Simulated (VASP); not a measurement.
## Geometry relaxation of Si (part 2 of 2)

The same run, continued: Si (2 atoms in the cell); Kohn-Sham DFT of a periodic cell, r2SCAN with rVV10, VASP PAW PBE potentials, recommended, no spin polarisation (VASP 6.6.1); cutoff 520 eV, 10×10×10 k-mesh, Gaussian smearing of 0.02 eV. The structure derives from an entry of the Crystallography Open Database.

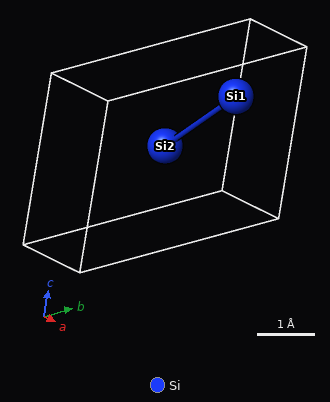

*The geometry at step 1 of the log (ball-and-stick view of the cell of the calculation, seen slightly off an axis; atoms are numbered from 1 in the order of the input).*

Parts of OUTCAR, continued:
```
   LEPSILON=     F    determine dielectric tensor
   LRPA    =     F    only Hartree local field effects (RPA)
 conjugate gradient relaxation of ions
 non-spin polarized calculation
 Gauss-broadening in eV      SIGMA  =   0.02
  energy-cutoff  :      520.00
  volume of cell :       39.96
 maximum number of plane-waves:      1091
 NGX is ok and might be reduce to    30
   NGX = 15   NGY = 15   NGZ = 15

--------------------------------------- Ionic step        1  -------------------------------------------

 number of electron       8.0000000 magnetization

 Free energy of the ion-electron system (eV)
  ---------------------------------------------------
  ext. energy  EPLUGINS =         0.00000000
  ---------------------------------------------------
  free energy    TOTEN  =       -17.40397544 eV

  energy without entropy =      -17.40397544  energy(sigma->0) =      -17.40397544

------------------------ aborting loop because EDIFF is reached ----------------------------------------

  FORCE on cell =-STRESS in cart. coord.  units (eV):
  Direction    XX          YY          ZZ          XY          YZ          ZX
  --------------------------------------------------------------------------------------
  -------------------------------------------------------------------------------------
  Total        0.0600327      0.0600327      0.0600327     -0.0000000      0.0000000     -0.0000000
  in kB        2.4068573      2.4068573      2.4068573     -0.0000000      0.0000000     -0.0000000
  external PRESSURE =       2.4068573 kB  Pullay stress =       0.0000000 kB

 VOLUME and BASIS-vectors are now :
 -----------------------------------------------------------------------------
  energy-cutoff  :      520.00
  volume of cell :       39.96
      direct lattice vectors                 reciprocal lattice vectors
     0.000000000  2.713560000  2.713560000    -0.184259792  0.184259792  0.184259792
     2.713560000  0.000000000  2.713560000     0.184259792 -0.184259792  0.184259792
     2.713560000  2.713560000  0.000000000     0.184259792  0.184259792 -0.184259792

 POSITION                                       TOTAL-FORCE (eV/Angst)
 -----------------------------------------------------------------------------------
      4.07034      4.07034      4.07034         0.000000     -0.000000      0.000000
      2.71356      2.71356      2.71356        -0.000000      0.000000     -0.000000
 -----------------------------------------------------------------------------------
    total drift:                                0.000000     -0.000000     -0.000000

  FREE ENERGIE OF THE ION-ELECTRON SYSTEM (eV)
  ---------------------------------------------------
  free  energy   TOTEN  =       -17.4039754381 eV

  energy  without entropy=      -17.4039754381  energy(sigma->0) =      -17.40397544

--------------------------------------- Ionic step        2  -------------------------------------------

 number of electron       8.0000000 magnetization

------------------------ aborting loop because EDIFF is reached ----------------------------------------

  FORCE on cell =-STRESS in cart. coord.  units (eV):
  Direction    XX          YY          ZZ          XY          YZ          ZX
  --------------------------------------------------------------------------------------
  -------------------------------------------------------------------------------------
  Total       -0.0481618     -0.0481618     -0.0481618     -0.0000000      0.0000000     -0.0000000
  in kB       -1.9225597     -1.9225597     -1.9225597     -0.0000000      0.0000000     -0.0000000
  external PRESSURE =      -1.9225597 kB  Pullay stress =       0.0000000 kB

 VOLUME and BASIS-vectors are now :
 -----------------------------------------------------------------------------
  energy-cutoff  :      520.00
  volume of cell :       40.14
      direct lattice vectors                 reciprocal lattice vectors
     0.000000000  2.717489422  2.717489422    -0.183993356  0.183993356  0.183993356
     2.717489422  0.000000000  2.717489422     0.183993356 -0.183993356  0.183993356
     2.717489422  2.717489422 -0.000000000     0.183993356  0.183993356 -0.183993356

 POSITION                                       TOTAL-FORCE (eV/Angst)
 -----------------------------------------------------------------------------------
      4.07623      4.07623      4.07623         0.000000      0.000000     -0.000000
      2.71749      2.71749      2.71749        -0.000000     -0.000000      0.000000
 -----------------------------------------------------------------------------------
    total drift:                                0.000000     -0.000000     -0.000000

  FREE ENERGIE OF THE ION-ELECTRON SYSTEM (eV)
  ---------------------------------------------------
  free  energy   TOTEN  =       -17.4039946482 eV

  energy  without entropy=      -17.4039946482  energy(sigma->0) =      -17.40399465

--------------------------------------- Ionic step        3  -------------------------------------------

 number of electron       8.0000000 magnetization

 Free energy of the ion-electron system (eV)
  ---------------------------------------------------
  ext. energy  EPLUGINS =         0.00000000
  ---------------------------------------------------
  free energy    TOTEN  =       -17.40404379 eV

  energy without entropy =      -17.40404379  energy(sigma->0) =      -17.40404379

 E-fermi :   5.8514     XC(G=0):  -9.8922     alpha+bet :-11.9758

 val. band max:        5.7335216064   @ k =   0.0000   0.0000   0.0000
 cond. band min:       6.4795948439   @ k =   0.4000   0.4000   0.0000
 fundamental gap:      0.7460732375
 Fermi energy:         5.8513658711

 k-point     1 :       0.0000    0.0000    0.0000
  band No.  band energies     occupation
      1      -6.8012      2.00000
      2       5.7335      2.00000
      3       5.7335      2.00000
      4       5.7335      2.00000
      5       8.4831      0.00000
      6       8.4831      0.00000
      7       8.4831      0.00000
      8       9.7116      0.00000

 k-point     2 :       0.1000    0.0000    0.0000
  band No.  band energies     occupation
      1      -6.6632      2.00000
      2       4.5643      2.00000
      3       5.5236      2.00000
      4       5.5236      2.00000
      5       8.5746      0.00000
      6       8.7932      0.00000
      7       8.7932      0.00000
      8      10.5855      0.00000

 k-point     3 :       0.2000    0.0000    0.0000
  band No.  band energies     occupation
      1      -6.2559      2.00000
      2       2.6199      2.00000
      3       5.1194      2.00000
      4       5.1194      2.00000
      5       8.2695      0.00000
      6       9.3327      0.00000
      7       9.3327      0.00000
      8      12.3820      0.00000

 k-point     4 :       0.3000    0.0000    0.0000
  band No.  band energies     occupation
      1      -5.6072      2.00000
      2       0.7427      2.00000
      3       4.7629      2.00000
      4       4.7629      2.00000
      5       7.9181      0.00000
      6       9.5116      0.00000
      7       9.5116      0.00000
      8      13.7744      0.00000

 k-point     5 :       0.4000    0.0000    0.0000
  band No.  band energies     occupation
      1      -4.8194      2.00000
      2      -0.8118      2.00000
      3       4.5364      2.00000
      4       4.5364      2.00000
      5       7.6801      0.00000
      6       9.3857      0.00000
      7       9.3857      0.00000
      8      14.1219      0.00000

 [... the levels of 18 k-points are left out ...]

 k-point    24 :       0.4000    0.3000    0.0000
  band No.  band energies     occupation
      1      -4.5212      2.00000
      2       0.1042      2.00000
      3       2.7301      2.00000
      4       3.1581      2.00000
      5       6.9620      0.00000
      6       8.2160      0.00000
      7      13.1968      0.00000
      8      13.2785      0.00000

 [... further k-points ...]

------------------------ aborting loop because EDIFF is reached ----------------------------------------

  FORCE on cell =-STRESS in cart. coord.  units (eV):
  Direction    XX          YY          ZZ          XY          YZ          ZX
  --------------------------------------------------------------------------------------
  -------------------------------------------------------------------------------------
  Total        0.0015260      0.0015260      0.0015260     -0.0000000      0.0000000      0.0000000
  in kB        0.0610391      0.0610391      0.0610391     -0.0000000      0.0000000      0.0000000
  external PRESSURE =       0.0610391 kB  Pullay stress =       0.0000000 kB

 VOLUME and BASIS-vectors are now :
 -----------------------------------------------------------------------------
  energy-cutoff  :      520.00
  volume of cell :       40.05
      direct lattice vectors                 reciprocal lattice vectors
     0.000000000  2.715658208  2.715658208    -0.184117426  0.184117426  0.184117426
     2.715658208  0.000000000  2.715658208     0.184117426 -0.184117426  0.184117426
     2.715658208  2.715658208 -0.000000000     0.184117426  0.184117426 -0.184117426

 POSITION                                       TOTAL-FORCE (eV/Angst)
 -----------------------------------------------------------------------------------
      4.07349      4.07349      4.07349        -0.000000     -0.000000     -0.000000
      2.71566      2.71566      2.71566         0.000000      0.000000      0.000000
 -----------------------------------------------------------------------------------
    total drift:                                0.000000     -0.000000     -0.000000

  FREE ENERGIE OF THE ION-ELECTRON SYSTEM (eV)
  ---------------------------------------------------
  free  energy   TOTEN  =       -17.4040437930 eV

  energy  without entropy=      -17.4040437930  energy(sigma->0) =      -17.40404379

 reached required accuracy - stopping structural energy minimisation
```

CONTCAR:
```
Si
   1.00000000000000
     0.0000000000000000    2.7156582080190788    2.7156582080190788
     2.7156582080190788    0.0000000000000000    2.7156582080190788
     2.7156582080190788    2.7156582080190788   -0.0000000000000000
  Si
     2
Direct
     0.7500000000000000    0.7500000000000000    0.7500000000000000
     0.5000000000000000    0.5000000000000000    0.5000000000000000

  0.00000000E+00  0.00000000E+00  0.00000000E+00
  0.00000000E+00  0.00000000E+00  0.00000000E+00
```

Trajectory as extended XYZ (Å, eV, eV/Å), 3 frames, from step=0 to step=2:
```
2
Lattice="0.0000 2.7136 2.7136 2.7136 0.0000 2.7136 2.7136 2.7136 0.0000" Properties=species:S:1:pos:R:3:forces:R:3 step=0 energy=-17.40398
Si    4.0703    4.0703    4.0703    0.0000   0.0000   0.0000
Si    2.7136    2.7136    2.7136    0.0000   0.0000   0.0000
2
Lattice="0.0000 2.7175 2.7175 2.7175 0.0000 2.7175 2.7175 2.7175 -0.0000" Properties=species:S:1:pos:R:3:forces:R:3 step=1 energy=-17.40399
Si    4.0762    4.0762    4.0762    0.0000   0.0000   0.0000
Si    2.7175    2.7175    2.7175    0.0000   0.0000   0.0000
2
Lattice="0.0000 2.7157 2.7157 2.7157 0.0000 2.7157 2.7157 2.7157 -0.0000" Properties=species:S:1:pos:R:3:forces:R:3 step=2 energy=-17.40404
Si    4.0735    4.0735    4.0735    0.0000   0.0000   0.0000
Si    2.7157    2.7157    2.7157    0.0000   0.0000   0.0000
```

The run was set up as follows.

INCAR:
```
  PREC = Accurate
  ENCUT = 520
  EDIFF = 1E-7
  ISMEAR = 0
  SIGMA = 0.02
  LREAL = F
  LASPH = T
  NELM = 80
  ALGO = Normal
  ISIF = 3
  LWAVE = F
  LCHARG = F
  METAGGA = R2SCAN
  LMIXTAU = T
  LUSE_VDW = T
  IVDW_NL = 2
  BPARAM = 11.95
  CPARAM = 0.0093
  IBRION = 2
  NSW = 80
  EDIFFG = -0.002
```

KPOINTS:
```
regular mesh
0
Gamma
  10 10 10
```

POSCAR:
```
Si
1.0
    0.0000000000      2.7135600000      2.7135600000
    2.7135600000      0.0000000000      2.7135600000
    2.7135600000      2.7135600000      0.0000000000
Si
2
Direct
    0.7500000000      0.7500000000      0.7500000000
    0.5000000000      0.5000000000      0.5000000000
```

Run as:
```bash
cat potpaw_PBE.64/Si/POTCAR > POTCAR
mpirun -np 1 vasp_std > vasp.out
```

Key numbers:

```tsv
quantity	value
outcome	converged
space group (tolerance 0.01 Å)	Fd-3m (227)
electrons treated	8
free energy	−17.4040 eV
gap on the k-point mesh	0.75 eV
pressure	0.01 GPa
final volume	40.05 Å³
largest force (length of the vector) at the end	under 0.001 eV/Å
final cell	a = 3.841 Å, b = 3.841 Å, c = 3.841 Å, α = 60.00°, β = 60.00°, γ = 60.00°
hardware	1 thread of Intel Xeon @ 2.50GHz (Skylake/Cascade Lake), 64 GiB of memory available, shared host
wall time	5.4 min
peak memory	0.28 GiB
```
